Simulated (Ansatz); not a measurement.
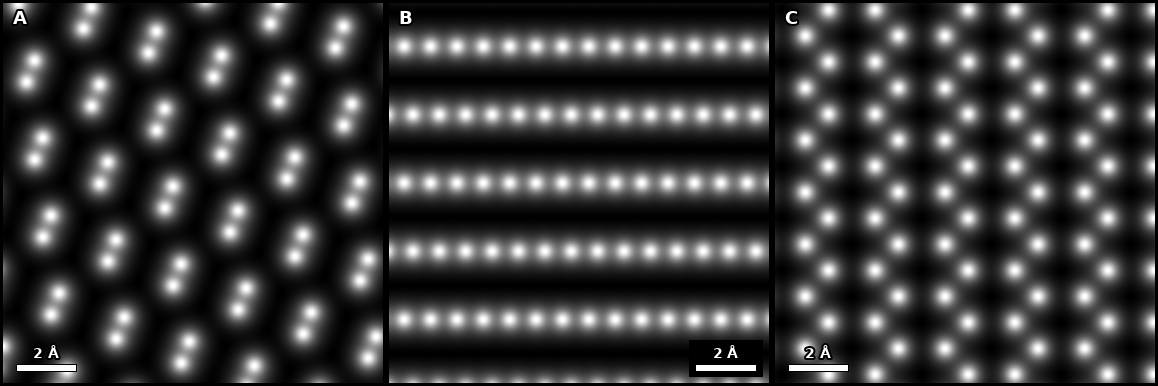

Three views of Pd (P6_3/mmc, No. 194) along different zone axes. Computed as the sum of neutral-atom potentials (tabulated electron scattering factors, B = 0.5 Å²) projected along the beam and smoothed by 0.25 Å; brighter is more positive. The display is stretched by a gamma of 0.7; percentages refer to the linear signal. Model: the end point of a relaxation at fixed volume with DFT r2SCAN, scalar-relativistic, plane waves, PAW (Ansatz); the starting structure was generated, so it need not be a known form of this composition.

```cif
data_structure
_symmetry_space_group_name_H-M 'P 1'
_symmetry_Int_Tables_number 1
_cell_length_a 2.7583
_cell_length_b 2.7583
_cell_length_c 4.6715
_cell_angle_alpha 90.000
_cell_angle_beta 90.000
_cell_angle_gamma 120.000
_cell_volume 30.78
loop_
_atom_site_label
_atom_site_type_symbol
_atom_site_fract_x
_atom_site_fract_y
_atom_site_fract_z
_atom_site_occupancy
Pd1 Pd 0.33333 0.66667 0.75000 1
Pd2 Pd 0.66667 0.33333 0.25000 1
```

Match the panels to the zone axes [101], [201] and [310].

A is [101]: projected cell 2.38 × 2.67 Å, 116°, plane group c2mm. B is [310]: projected cell 0.90 × 4.67 Å, 90°. C is [201]: projected cell 1.78 × 2.55 Å, 110°, plane group c2mm.
